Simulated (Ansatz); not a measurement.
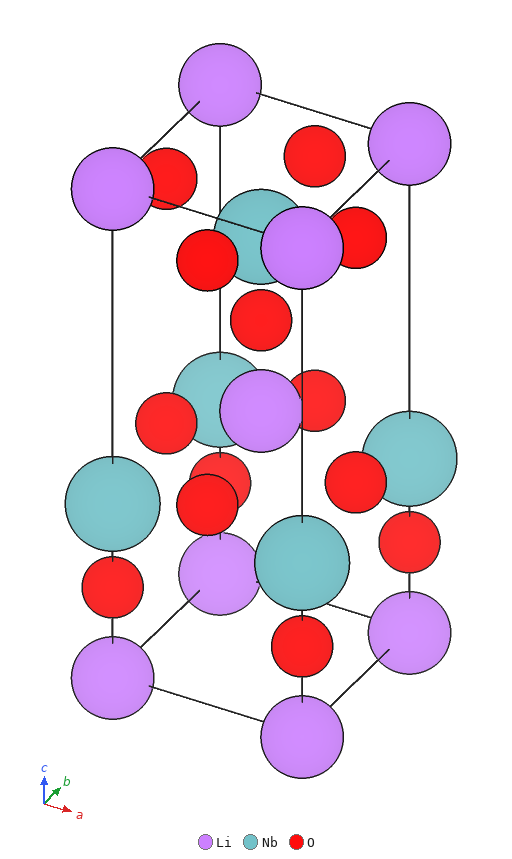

View from a general direction, drawn as a spheres-only model. Lines trace the edges of the conventional unit cell.

LiNbO₃, space group I4mm (No. 107), a = 3.81 Å, b = 3.81 Å, c = 10.24 Å, α = 90.00°, β = 90.00°, γ = 90.00°.

Setup: DFT PBE, scalar-relativistic, plane waves, PAW in Ansatz 0.2.0; E_cut = 420 eV, k-points about 0.23 Å⁻¹ apart, Gaussian smearing of 0.02 eV, no spin polarisation.

### How large a gap does the method give, if there is one?

A semiconductor at this level, with a gap of 2.05 eV on the k-mesh (the true edges may lie between mesh points, so the gap can be somewhat smaller).

The cell started as a random cell made by a generator, so it need not be a real form of the compound. Relaxation method: DFT PBE, scalar-relativistic, plane waves, PAW (Ansatz 0.2.0).
